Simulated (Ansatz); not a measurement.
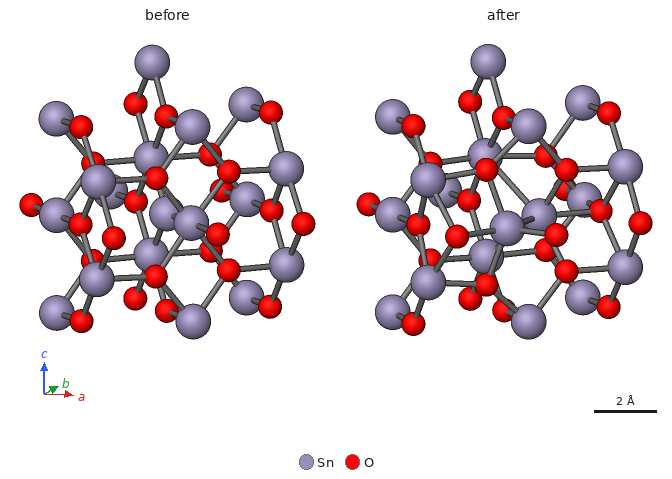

The structure of a defect cell of composition Sn25O47 before (left) and after (right) a relaxation, at one scale.

The picture is a ball-and-stick view of the atoms within 5.0 Å of the atom that moves most (axes of the cell of the calculation (origin shifted)), seen from a free direction.

Method: Ansatz 0.2.0, DFT, PBEsol, PAW, plane waves. Settings: plane-wave cutoff 420 eV; k-point mesh 1 × 1 × 1; mesh shifted by (0.25, 0.25, 0.25); no spin polarisation; atoms relaxed in a fixed cell; force threshold 0.03 eV/Å; at most 80 steps.

Question: Describe what moved and what it gained.

Answer: The energy falls by 13.894 eV per cell of the calculation in 15 geometry steps. The largest force component goes from 16 to 0.016 eV/Å. The largest move is that of a Sn atom, 1.24 Å along +a. Largest moves by element: Sn 1.24 Å, O 0.40 Å. The cell stays as it was. Some distances before and after: O–Sn 3.615 → 2.203 Å, O–Sn 3.470 → 2.199 Å, Sn–Sn 2.072 → 2.978 Å, O–Sn 2.082 → 2.959 Å. New bonds form, among them: O–Sn (2.94 → 2.10 Å), O–Sn (2.94 → 2.12 Å), O–Sn (3.47 → 2.20 Å), O–Sn (3.62 → 2.20 Å). Bonds break, among them: O–Sn (2.08 → 2.96 Å), O–Sn (2.11 → 2.96 Å). Bond angles that change, for instance: Sn–Sn–O 178.9° → 102.2°, O–Sn–O 103.4° → 139.0°, Sn–Sn–Sn 101.2° → 68.8°.
